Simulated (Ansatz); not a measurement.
**Geometry relaxation, with input and output: SnO (part 1 of 3)**

System: SnO (slab, 8 atoms in the cell).
Method: DFT PBE+D3(BJ), scalar-relativistic, plane waves, PAW, PAW set soft_1, no spin polarisation (Ansatz 0.2.0).

The structure derives from a Materials Project entry. The input holds or restrains some coordinates. Figures and captions count atoms from 1; the log counts them from 0 in places.

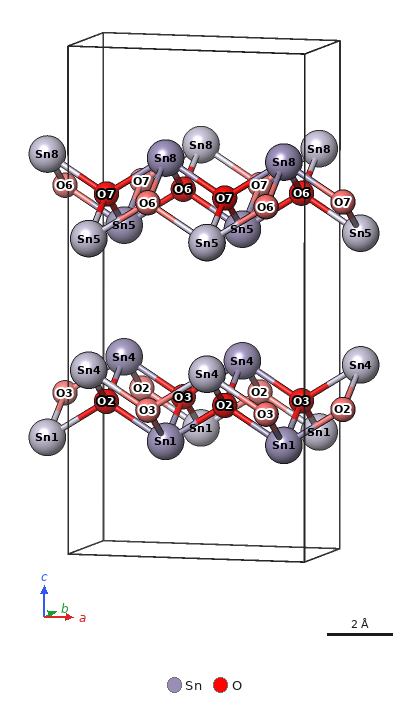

**Figure 1.** The starting structure (ball-and-stick view of the 2 × 1 repeat of the cell, with the vacuum cut short, seen slightly off an axis; neighbours outside the cell are drawn fainter; atoms are numbered from 1 in the order of the input). Near neighbours in the crystal (not all of them lie inside the picture): Sn has 4 O at 2.25 Å; O has 4 Sn at 2.25 Å.

### Input file
```yaml
crystal:
  lattice:
    - [3.8201630995, 0.0, 0.0]
    - [0.0, 3.8201630995, 0.0]
    - [0.0, 0.0, 22.2260821294]
  atoms:
    - { symbol: Sn, position: [0.75, 0.25, 0.2024648327] }
    - { symbol: O, position: [0.25, 0.25, 0.2556240231] }
    - { symbol: O, position: [0.75, 0.75, 0.2556240231] }
    - { symbol: Sn, position: [0.25, 0.75, 0.3087832136] }
    - { symbol: Sn, position: [0.25, 0.75, 0.4932511722] }
    - { symbol: O, position: [0.75, 0.75, 0.5464103627] }
    - { symbol: O, position: [0.25, 0.25, 0.5464103627] }
    - { symbol: Sn, position: [0.75, 0.25, 0.5995695531] }
basis:
  ecutwfc: 420
kpoints:
  mp_grid: { grid: [7, 7, 1] }
hamiltonian:
  xc: pbe
  pseudopotentials: { kind: paw, azcp: { folder: soft_1 } }
  dispersion: d3bj
scf:
  occupations: { method: gaussian, width: 0.05 }
output:
  forces: true
  eigenvalues: true
relax:
  adjacent_minimum: "off"
  f_tol: 0.003
  max_steps: 20
  constraints: [{ site: 0 }, { sites: [1, 2, 3, 4, 5, 6, 7], fix: xy }]
efield:
  axis: 3
  dipole_correction: true
  ramp_width: 0.04
```

Run on 2 threads of Arm Neoverse N1, 98 GiB of memory available, shared host.

Command:
```bash
ansatz run input.yaml --threads 2 --pin off --max-ram 6144MiB --backend cpu --events-out ev --progress --plain --runs-dir out
```

### Log
```
Engine: ansatz 0.2.0, aarch64-unknown-linux-gnu
Pseudopotentials: kind: paw
Pseudopotential: Sn, paw, valence charge 14, recommended cutoff 420 eV (normal), [file]
Pseudopotential: O, paw, valence charge 6, recommended cutoff 420 eV (normal), [file]
Functional definition: PBE
  parameter kappa = 0.804
  parameter beta = 0.06672455060314922
  exchange = pbe_x(kappa = kappa, mu = beta*pi^2/3)
  correlation = pbe_c(beta = beta)
Crystal: 8 atoms, lattice volume = 324.360 Å³
Basis set: ecut = 420 eV, 6355 PW (Γ), exchange–correlation on 54×54×300 points (8 copies of the dense FFT grid, shifted against one another)
Bands: 48, of which v1, the nominal top of the filled ones, is band 40 counted from 1 (39 counted from 0)
Symmetry: 8 space group operations
k-points: 10 of 49
Non-local potential: Sn, projectors of the file, l = 0: 2, l = 1: 2, l = 2: 2, l = 3: 1
Non-local potential: O, projectors of the file, l = 0: 2, l = 1: 2, l = 2: 1
PAW form: soft (Blöchl's): semilocal exchange-correlation on the pseudo side does not see the compensation charge
PAW one-centre angular grid: Sn, 590 points (default); XC on 64 Gauss nodes
PAW one-centre angular grid: O, 110 points (default); XC on 64 Gauss nodes
Initial density: superposition of atomic densities (neutral atoms: chi_scale 0, normalization atom)
Initial wavefunctions: pseudopotential atomic-orbital guess
Functional: x = pbe(κ = 0.804, μ = 0.2195149727645171), c = pbe(β = 0.06672455060314922)
SCF iter   1: F=—  HF=-26376.199109 eV  |F-HF|=—  |Δ(HF+E_count)|=         —  Δρ=9.27e-2  dr2=3.31e1  ethr=3.10e-3  p=-0.000 e·Å  D=-1.95e-7 V/Å  ΔV_dip=0.00 eV  dr2_dipole=4.30e-9  V_vac-E_F(+/−)=5.70/5.70 eV  ⟨swp⟩=7.0  Hψ=1851  notcnv=0
efield: sawtooth ramp at fractional position 0.8810 (placed from the atoms, in the widest stretch of the axis that holds none; the zero of the levels goes with the place), width 0.0400; the density the first Hamiltonian is built on has a dipole p = -0.000 e·Å; the dipole correction subtracts the counter field D = -1.95e-7 V/Å, which shifts the + side's vacuum level by +0.00 eV against the − side's; the planar-averaged density in the ramp window peaks in size at 1.7e-6 e/Å³
preconditioner: auto → Resta (q_TF=auto, 2.161 Å⁻¹)  ε∞=2.0  [insulator: Δε(μ)=3.085 eV  Ē_g=18.178 eV  σ=0.050 eV  W_gap=1.00  n_scr=50 (ndim 8)  ℏωp=18.4 eV  f_vac=0.459  D(μ)=0.00/eV (n_scr^D=0)  ε∞_Penn≈2.0  vacuum switching on, ρ_ref=2.4e-2 e/Å³]
SCF iter   2: F=—  HF=-26370.061247 eV  |F-HF|=—  |Δ(HF+E_count)|=    6.14e0  Δρ=6.52e-2  dr2=1.02e1  ethr=3.10e-3  p=-0.000 e·Å  D=-1.42e-5 V/Å  ΔV_dip=0.00 eV  dr2_dipole=8.69e-9  V_vac-E_F(+/−)=3.15/3.15 eV  ⟨swp⟩=4.9  Hψ=1297  notcnv=0  defer=32
SCF iter   3: F=—  HF=-26368.142763 eV  |F-HF|=—  |Δ(HF+E_count)|=    1.92e0  Δρ=1.42e-2  dr2=6.22e-1  ethr=3.10e-3  p=0.000 e·Å  D=1.96e-6 V/Å  ΔV_dip=-0.00 eV  dr2_dipole=2.27e-10  V_vac-E_F(+/−)=4.22/4.22 eV  ⟨swp⟩=3.0  Hψ=852  notcnv=0  defer=34
SCF iter   4: F=—  HF=-26368.087388 eV  |F-HF|=—  |Δ(HF+E_count)|=   5.54e-2  Δρ=5.74e-3  dr2=1.85e-1  ethr=7.78e-4  p=0.000 e·Å  D=1.32e-5 V/Å  ΔV_dip=-0.00 eV  dr2_dipole=2.19e-9  V_vac-E_F(+/−)=3.58/3.58 eV  ⟨swp⟩=3.1  Hψ=735  notcnv=0  defer=33
SCF iter   5: F=—  HF=-26368.055317 eV  |F-HF|=—  |Δ(HF+E_count)|=   3.21e-2  Δρ=1.99e-3  dr2=2.12e-2  ethr=2.32e-4  p=-0.000 e·Å  D=-2.19e-6 V/Å  ΔV_dip=0.00 eV  dr2_dipole=1.93e-9  V_vac-E_F(+/−)=3.89/3.89 eV  ⟨swp⟩=2.8  Hψ=644  notcnv=0  defer=33
SCF iter   6: F=—  HF=-26368.051421 eV  |F-HF|=—  |Δ(HF+E_count)|=   3.90e-3  Δρ=4.16e-4  dr2=1.68e-3  ethr=2.65e-5  p=0.000 e·Å  D=1.28e-5 V/Å  ΔV_dip=-0.00 eV  dr2_dipole=7.93e-9  V_vac-E_F(+/−)=3.88/3.88 eV  ⟨swp⟩=2.6  Hψ=663  notcnv=0  defer=33
SCF iter   7: F=—  HF=-26368.051454 eV  |F-HF|=—  |Δ(HF+E_count)|=   3.30e-5  Δρ=3.53e-4  dr2=6.42e-4  ethr=2.11e-6  p=-0.000 e·Å  D=-2.14e-5 V/Å  ΔV_dip=0.00 eV  dr2_dipole=1.49e-8  V_vac-E_F(+/−)=3.94/3.94 eV  ⟨swp⟩=3.0  Hψ=908  notcnv=0  defer=33
SCF iter   8: F=—  HF=-26368.051317 eV  |F-HF|=—  |Δ(HF+E_count)|=   1.37e-4  Δρ=4.09e-5  dr2=5.88e-6  ethr=8.02e-7  p=0.000 e·Å  D=3.94e-5 V/Å  ΔV_dip=-0.00 eV  dr2_dipole=5.22e-8  V_vac-E_F(+/−)=3.93/3.93 eV  ⟨swp⟩=2.0  Hψ=606  notcnv=0  defer=33
SCF iter   9: F=—  HF=-26368.051098 eV  |F-HF|=—  |Δ(HF+E_count)|=   2.19e-4  Δρ=4.59e-5  dr2=8.16e-6  ethr=7.35e-9  p=-0.000 e·Å  D=-5.59e-5 V/Å  ΔV_dip=0.00 eV  dr2_dipole=1.11e-7  V_vac-E_F(+/−)=3.93/3.93 eV  ⟨swp⟩=3.5  Hψ=1032  notcnv=0  defer=33
SCF iter  10: F=—  HF=-26368.051097 eV  |F-HF|=—  |Δ(HF+E_count)|=   1.43e-6  Δρ=8.08e-6  dr2=2.69e-7  ethr=7.35e-9  p=0.000 e·Å  D=1.56e-6 V/Å  ΔV_dip=-0.00 eV  dr2_dipole=6.82e-12  V_vac-E_F(+/−)=3.93/3.93 eV  ⟨swp⟩=2.0  Hψ=597  notcnv=0  defer=33
SCF iter  11: F=-26368.051097 eV  HF=-26368.051097 eV  |F-HF|=7.79e-10  |Δ(HF+E_count)|=   9.06e-9  Δρ=1.41e-6  dr2=4.44e-9  ethr=2.81e-10  p=-0.000 e·Å  D=-2.21e-6 V/Å  ΔV_dip=0.00 eV  dr2_dipole=8.63e-11  V_vac-E_F(+/−)=3.93/3.93 eV  ⟨swp⟩=15.4  Hψ=2542  notcnv=0
SCF 1 converged in 11 iterations: F = -26368.051097 eV  dr2 = 4.44e-9
  greatest PAW one-centre occupation: 0.993 electrons in one spin orbital (limit 2), on the Sn atom at site 7 (counted from 0), in its partial waves of l = 2
relax step   1: F+E_penalty+E_count = -26368.05109671 eV  Δ(F+E_penalty+E_count) = +0.000e0 eV  max|allowed force component| = 1.269e-1 eV/Å  Δτ_max = 0.0000 Å  (11 SCF iters, dr2 threshold 2.25e-7 eV, accepted)
Initial density: handed on by an earlier stage of this run
Initial wavefunctions: those handed on with the density
iter 1 solved again at ethr=3.90e-4 eV; its pass at ethr=3.10e-3 eV (dr2=3.12e-1 eV) is discarded
SCF iter   1: F=—  HF=-26368.153133 eV  |F-HF|=—  |Δ(HF+E_count)|=         —  Δρ=9.19e-3  dr2=3.12e-1  ethr=3.90e-4  p=-0.000 e·Å  D=-2.11e-6 V/Å  ΔV_dip=0.00 eV  dr2_dipole=1.01e-3  V_vac-E_F(+/−)=3.86/3.86 eV  ⟨swp⟩=1.2  Hψ=2107  notcnv=0  defer=29
efield: sawtooth ramp at fractional position 0.8810 (handed on by an earlier solve), width 0.0400; the density the first Hamiltonian is built on has a dipole p = -0.000 e·Å; the dipole correction subtracts the counter field D = -2.11e-6 V/Å, which shifts the + side's vacuum level by +0.00 eV against the − side's; the planar-averaged density in the ramp window peaks in size at 3.1e-6 e/Å³
preconditioner: auto → Resta (q_TF=auto, 2.161 Å⁻¹)  ε∞=2.1  [insulator: Δε(μ)=2.570 eV  Ē_g=17.659 eV  σ=0.050 eV  W_gap=1.00  n_scr=50 (ndim 8)  ℏωp=18.4 eV  f_vac=0.500  D(μ)=0.00/eV (n_scr^D=0)  ε∞_Penn≈2.1  vacuum switching on, ρ_ref=2.3e-2 e/Å³]
SCF iter   2: F=—  HF=-26368.071134 eV  |F-HF|=—  |Δ(HF+E_count)|=   8.20e-2  Δρ=4.33e-3  dr2=5.45e-2  ethr=3.90e-4  p=-0.011 e·Å  D=-6.18e-3 V/Å  ΔV_dip=0.14 eV  dr2_dipole=7.07e-4  V_vac-E_F(+/−)=3.98/3.85 eV  ⟨swp⟩=2.4  Hψ=675  notcnv=0  defer=29
SCF iter   3: F=—  HF=-26368.069265 eV  |F-HF|=—  |Δ(HF+E_count)|=   1.87e-3  Δρ=3.08e-3  dr2=3.03e-2  ethr=6.82e-5  p=0.015 e·Å  D=8.26e-3 V/Å  ΔV_dip=-0.18 eV  dr2_dipole=1.11e-3  V_vac-E_F(+/−)=3.77/3.96 eV  ⟨swp⟩=2.7  Hψ=705  notcnv=0  defer=29
SCF iter   4: F=—  HF=-26368.064669 eV  |F-HF|=—  |Δ(HF+E_count)|=   4.60e-3  Δρ=9.08e-4  dr2=1.54e-3  ethr=3.78e-5  p=0.004 e·Å  D=1.99e-3 V/Å  ΔV_dip=-0.04 eV  dr2_dipole=2.15e-7  V_vac-E_F(+/−)=3.85/3.90 eV  ⟨swp⟩=2.0  Hψ=723  notcnv=0  defer=29
SCF iter   5: F=—  HF=-26368.065173 eV  |F-HF|=—  |Δ(HF+E_count)|=   5.04e-4  Δρ=2.75e-4  dr2=5.24e-4  ethr=1.92e-6  p=0.000 e·Å  D=2.70e-4 V/Å  ΔV_dip=-0.01 eV  dr2_dipole=2.97e-5  V_vac-E_F(+/−)=3.90/3.91 eV  ⟨swp⟩=2.0  Hψ=756  notcnv=0  defer=31
SCF iter   6: F=—  HF=-26368.064894 eV  |F-HF|=—  |Δ(HF+E_count)|=   2.80e-4  Δρ=6.25e-5  dr2=1.37e-5  ethr=6.55e-7  p=0.003 e·Å  D=1.50e-3 V/Å  ΔV_dip=-0.03 eV  dr2_dipole=1.47e-7  V_vac-E_F(+/−)=3.87/3.90 eV  ⟨swp⟩=2.0  Hψ=582  notcnv=0  defer=31
SCF iter   7: F=—  HF=-26368.064902 eV  |F-HF|=—  |Δ(HF+E_count)|=   8.44e-6  Δρ=4.88e-5  dr2=8.09e-6  ethr=1.71e-8  p=0.002 e·Å  D=1.31e-3 V/Å  ΔV_dip=-0.03 eV  dr2_dipole=1.73e-7  V_vac-E_F(+/−)=3.87/3.90 eV  ⟨swp⟩=2.9  Hψ=861  notcnv=0  defer=31
SCF iter   8: F=-26368.064901 eV  HF=-26368.064901 eV  |F-HF|=9.78e-8  |Δ(HF+E_count)|=   9.33e-7  Δρ=1.26e-5  dr2=4.80e-7  ethr=1.26e-9  p=0.002 e·Å  D=1.38e-3 V/Å  ΔV_dip=-0.03 eV  dr2_dipole=1.42e-8  V_vac-E_F(+/−)=3.87/3.90 eV  ⟨swp⟩=13.2  Hψ=2678  notcnv=0
SCF 2 converged in 8 iterations: F = -26368.064901 eV  dr2 = 4.80e-7
  greatest PAW one-centre occupation: 0.993 electrons in one spin orbital (limit 2), on the Sn atom at site 0 (counted from 0), in its partial waves of l = 2
relax step   2: F+E_penalty+E_count = -26368.06490099 eV  Δ(F+E_penalty+E_count) = -1.380e-2 eV  max|allowed force component| = 1.789e-1 eV/Å  Δτ_max = 0.1949 Å  (8 SCF iters, dr2 threshold 1.01e-6 eV, accepted)
SCF iter   1: F=—  HF=-26368.092408 eV  |F-HF|=—  |Δ(HF+E_count)|=         —  Δρ=4.49e-3  dr2=7.57e-2  ethr=9.62e-4  p=0.002 e·Å  D=1.38e-3 V/Å  ΔV_dip=-0.03 eV  dr2_dipole=7.43e-4  V_vac-E_F(+/−)=3.87/3.90 eV  ⟨swp⟩=4.0  Hψ=1121  notcnv=0  defer=29
efield: sawtooth ramp at fractional position 0.8810 (handed on by an earlier solve), width 0.0400; the density the first Hamiltonian is built on has a dipole p = 0.002 e·Å; the dipole correction subtracts the counter field D = 1.38e-3 V/Å, which shifts the + side's vacuum level by -0.03 eV against the − side's; the planar-averaged density in the ramp window peaks in size at 6.3e-6 e/Å³
preconditioner: auto → Resta (q_TF=auto, 2.161 Å⁻¹)  ε∞=2.1  [insulator: Δε(μ)=2.589 eV  Ē_g=17.629 eV  σ=0.050 eV  W_gap=1.00  n_scr=50 (ndim 8)  ℏωp=18.4 eV  f_vac=0.497  D(μ)=0.00/eV (n_scr^D=0)  ε∞_Penn≈2.1  vacuum switching on, ρ_ref=2.3e-2 e/Å³]
SCF iter   2: F=—  HF=-26368.071757 eV  |F-HF|=—  |Δ(HF+E_count)|=   2.07e-2  Δρ=2.03e-3  dr2=1.22e-2  ethr=9.46e-5  p=-0.009 e·Å  D=-4.88e-3 V/Å  ΔV_dip=0.11 eV  dr2_dipole=3.87e-4  V_vac-E_F(+/−)=3.96/3.86 eV  ⟨swp⟩=2.0  Hψ=759  notcnv=0  defer=31
SCF iter   3: F=—  HF=-26368.070615 eV  |F-HF|=—  |Δ(HF+E_count)|=   1.14e-3  Δρ=8.56e-4  dr2=2.85e-3  ethr=1.53e-5  p=0.014 e·Å  D=7.62e-3 V/Å  ΔV_dip=-0.17 eV  dr2_dipole=9.69e-4  V_vac-E_F(+/−)=3.77/3.94 eV  ⟨swp⟩=2.1  Hψ=699  notcnv=0  defer=31
SCF iter   4: F=—  HF=-26368.070262 eV  |F-HF|=—  |Δ(HF+E_count)|=   3.54e-4  Δρ=3.01e-4  dr2=2.07e-4  ethr=3.57e-6  p=0.000 e·Å  D=2.40e-4 V/Å  ΔV_dip=-0.01 eV  dr2_dipole=1.25e-5  V_vac-E_F(+/−)=3.88/3.89 eV  ⟨swp⟩=2.1  Hψ=627  notcnv=0  defer=31
SCF iter   5: F=—  HF=-26368.070136 eV  |F-HF|=—  |Δ(HF+E_count)|=   1.26e-4  Δρ=1.70e-4  dr2=1.19e-4  ethr=2.59e-7  p=0.001 e·Å  D=7.06e-4 V/Å  ΔV_dip=-0.02 eV  dr2_dipole=1.21e-9  V_vac-E_F(+/−)=3.88/3.90 eV  ⟨swp⟩=2.5  Hψ=740  notcnv=0  defer=31
SCF iter   6: F=—  HF=-26368.070115 eV  |F-HF|=—  |Δ(HF+E_count)|=   2.02e-5  Δρ=2.84e-5  dr2=2.86e-6  ethr=1.49e-7  p=0.001 e·Å  D=7.58e-4 V/Å  ΔV_dip=-0.02 eV  dr2_dipole=2.07e-10  V_vac-E_F(+/−)=3.88/3.89 eV  ⟨swp⟩=2.0  Hψ=625  notcnv=0  defer=31
SCF iter   7: F=-26368.070117 eV  HF=-26368.070117 eV  |F-HF|=1.30e-7  |Δ(HF+E_count)|=   1.93e-6  Δρ=1.08e-5  dr2=5.29e-7  ethr=2.50e-9  p=0.001 e·Å  D=7.00e-4 V/Å  ΔV_dip=-0.02 eV  dr2_dipole=1.88e-8  V_vac-E_F(+/−)=3.88/3.89 eV  ⟨swp⟩=14.2  Hψ=2609  notcnv=0
SCF 3 converged in 7 iterations: F = -26368.070117 eV  dr2 = 5.29e-7
relax step   3: F+E_penalty+E_count = -26368.07011724 eV  Δ(F+E_penalty+E_count) = -5.216e-3 eV  max|allowed force component| = 3.981e-2 eV/Å  Δτ_max = 0.0964 Å  (7 SCF iters, dr2 threshold 2.00e-6 eV, accepted)
SCF iter   1: F=—  HF=-26368.084129 eV  |F-HF|=—  |Δ(HF+E_count)|=         —  Δρ=3.46e-3  dr2=4.50e-2  ethr=5.55e-4  p=0.001 e·Å  D=6.99e-4 V/Å  ΔV_dip=-0.02 eV  dr2_dipole=3.89e-4  V_vac-E_F(+/−)=3.87/3.88 eV  ⟨swp⟩=4.4  Hψ=1099  notcnv=0  defer=31
efield: sawtooth ramp at fractional position 0.8810 (handed on by an earlier solve), width 0.0400; the density the first Hamiltonian is built on has a dipole p = 0.001 e·Å; the dipole correction subtracts the counter field D = 6.99e-4 V/Å, which shifts the + side's vacuum level by -0.02 eV against the − side's; the planar-averaged density in the ramp window peaks in size at 8.9e-6 e/Å³
preconditioner: auto → Resta (q_TF=auto, 2.161 Å⁻¹)  ε∞=2.1  [insulator: Δε(μ)=2.616 eV  Ē_g=17.617 eV  σ=0.050 eV  W_gap=1.00  n_scr=50 (ndim 8)  ℏωp=18.4 eV  f_vac=0.496  D(μ)=0.00/eV (n_scr^D=0)  ε∞_Penn≈2.1  vacuum switching on, ρ_ref=2.3e-2 e/Å³]
SCF iter   2: F=—  HF=-26368.072160 eV  |F-HF|=—  |Δ(HF+E_count)|=   1.20e-2  Δρ=1.56e-3  dr2=7.18e-3  ethr=5.63e-5  p=-0.007 e·Å  D=-3.72e-3 V/Å  ΔV_dip=0.08 eV  dr2_dipole=1.70e-4  V_vac-E_F(+/−)=3.94/3.86 eV  ⟨swp⟩=2.0  Hψ=752  notcnv=0  defer=31
SCF iter   3: F=—  HF=-26368.071549 eV  |F-HF|=—  |Δ(HF+E_count)|=   6.11e-4  Δρ=7.59e-4  dr2=2.07e-3  ethr=8.98e-6  p=0.008 e·Å  D=4.47e-3 V/Å  ΔV_dip=-0.10 eV  dr2_dipole=4.16e-4  V_vac-E_F(+/−)=3.82/3.92 eV  ⟨swp⟩=2.0  Hψ=681  notcnv=0  defer=31
SCF iter   4: F=—  HF=-26368.071292 eV  |F-HF|=—  |Δ(HF+E_count)|=   2.57e-4  Δρ=2.84e-4  dr2=1.79e-4  ethr=2.59e-6  p=-0.000 e·Å  D=-1.58e-4 V/Å  ΔV_dip=0.00 eV  dr2_dipole=2.51e-6  V_vac-E_F(+/−)=3.88/3.88 eV  ⟨swp⟩=2.0  Hψ=612  notcnv=0  defer=31
SCF iter   5: F=—  HF=-26368.071347 eV  |F-HF|=—  |Δ(HF+E_count)|=   5.50e-5  Δρ=1.67e-4  dr2=1.13e-4  ethr=2.24e-7  p=-0.001 e·Å  D=-3.68e-4 V/Å  ΔV_dip=0.01 eV  dr2_dipole=2.92e-6  V_vac-E_F(+/−)=3.90/3.89 eV  ⟨swp⟩=2.9  Hψ=692  notcnv=0  defer=31
SCF iter   6: F=—  HF=-26368.071327 eV  |F-HF|=—  |Δ(HF+E_count)|=   2.00e-5  Δρ=2.33e-5  dr2=1.87e-6  ethr=1.41e-7  p=0.000 e·Å  D=1.65e-5 V/Å  ΔV_dip=-0.00 eV  dr2_dipole=5.67e-10  V_vac-E_F(+/−)=3.89/3.89 eV  ⟨swp⟩=2.0  Hψ=649  notcnv=0  defer=31
SCF iter   7: F=—  HF=-26368.071167 eV  |F-HF|=—  |Δ(HF+E_count)|=   1.59e-4  Δρ=9.84e-6  dr2=5.06e-7  ethr=2.34e-9  p=-0.000 e·Å  D=-5.50e-5 V/Å  ΔV_dip=0.00 eV  dr2_dipole=2.99e-8  V_vac-E_F(+/−)=3.89/3.88 eV  ⟨swp⟩=2.3  Hψ=886  notcnv=0  defer=31
iter 8 did not close the SCF: its close was put off until two iterations running show no level that it waits for move by more than its bar (scf_convergence_deferred on its scf_iter line)
SCF iter   8: F=-26368.071167 eV  HF=-26368.071167 eV  |F-HF|=3.47e-8  |Δ(HF+E_count)|=   2.10e-8  Δρ=4.51e-6  dr2=7.19e-8  ethr=1.24e-10  p=-0.000 e·Å  D=-9.71e-6 V/Å  ΔV_dip=0.00 eV  dr2_dipole=1.44e-9  V_vac-E_F(+/−)=3.89/3.89 eV  ⟨swp⟩=12.7  Hψ=2571  notcnv=0
iter 9 did not close the SCF: its close was put off until two iterations running show no level that it waits for move by more than its bar (scf_convergence_deferred on its scf_iter line)
SCF iter   9: F=-26368.071167 eV  HF=-26368.071167 eV  |F-HF|=3.17e-9  |Δ(HF+E_count)|=   3.17e-9  Δρ=1.62e-6  dr2=9.26e-9  ethr=8.99e-11  p=-0.000 e·Å  D=-1.42e-5 V/Å  ΔV_dip=0.00 eV  dr2_dipole=1.17e-10  V_vac-E_F(+/−)=3.89/3.89 eV  ⟨swp⟩=4.3  Hψ=1763  notcnv=0
SCF iter  10: F=-26368.071167 eV  HF=-26368.071167 eV  |F-HF|=1.19e-9  |Δ(HF+E_count)|=   1.71e-9  Δρ=6.79e-7  dr2=2.08e-9  ethr=1.16e-11  p=-0.000 e·Å  D=-2.01e-5 V/Å  ΔV_dip=0.00 eV  dr2_dipole=3.87e-10  V_vac-E_F(+/−)=3.89/3.89 eV  ⟨swp⟩=3.4  Hψ=1640  notcnv=0
SCF 4 converged in 10 iterations: F = -26368.071167 eV  dr2 = 2.08e-9
relax step   4: F+E_penalty+E_count = -26368.07116748 eV  Δ(F+E_penalty+E_count) = -1.050e-3 eV  max|allowed force component| = 1.158e-2 eV/Å  Δτ_max = 0.0722 Å  (10 SCF iters, dr2 threshold 9.90e-8 eV, accepted)
```
